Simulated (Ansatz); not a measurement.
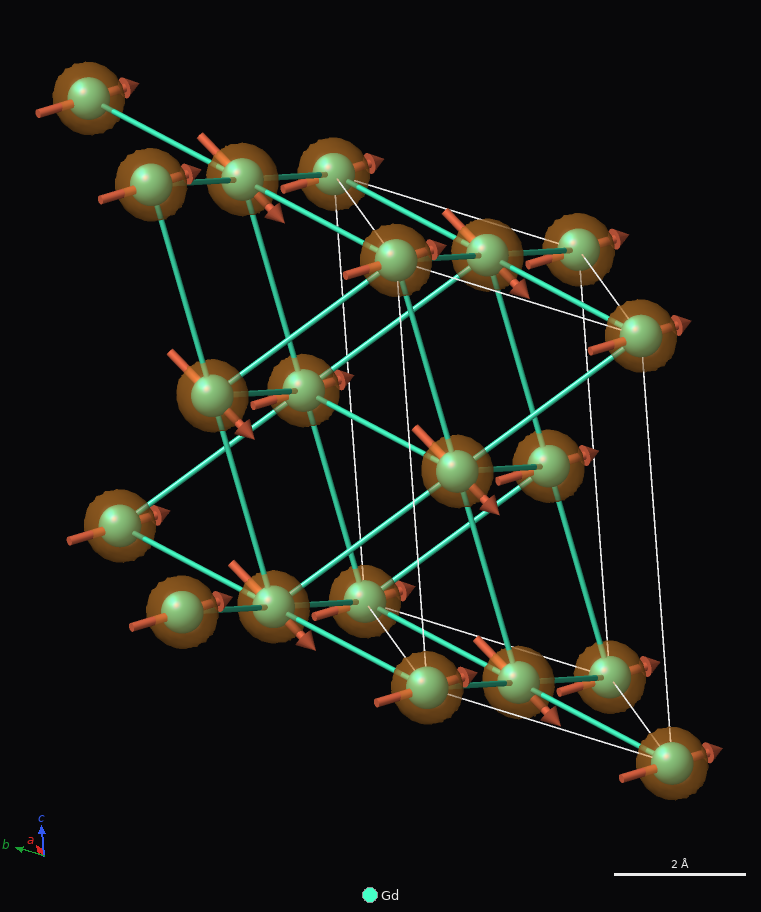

*Gd. Isosurface of the size of the magnetisation density at 3 e/Å³ (orange), with the spin moments of the magnetic sites as arrows; seen at an oblique angle.*

Space group Im-3m; the SCF solution may not be the lowest one; the program warned that another magnetic order may lie lower; with non-collinear spins.

Method: DFT, PBE, PAW with Ansatz's default frozen-core files, scalar-relativistic in Ansatz.

```xyz
4
Lattice="0.0000 -4.0500 4.0500 4.0500 0.0000 0.0000 2.0250 2.0250 6.0750" Properties=species:S:1:pos:R:3 pbc="T T T"
Gd    0.0000    0.0000    0.0000
Gd    2.0250   -2.0250    2.0250
Gd    2.0250   -2.0250    6.0750
Gd    4.0500    0.0000    4.0500
```

How are the spin moments arranged, and how large are they?

Spin moments: Gd 6.8 μB. They are not collinear: the angles between them are about 0° and 70°, and a net moment remains.
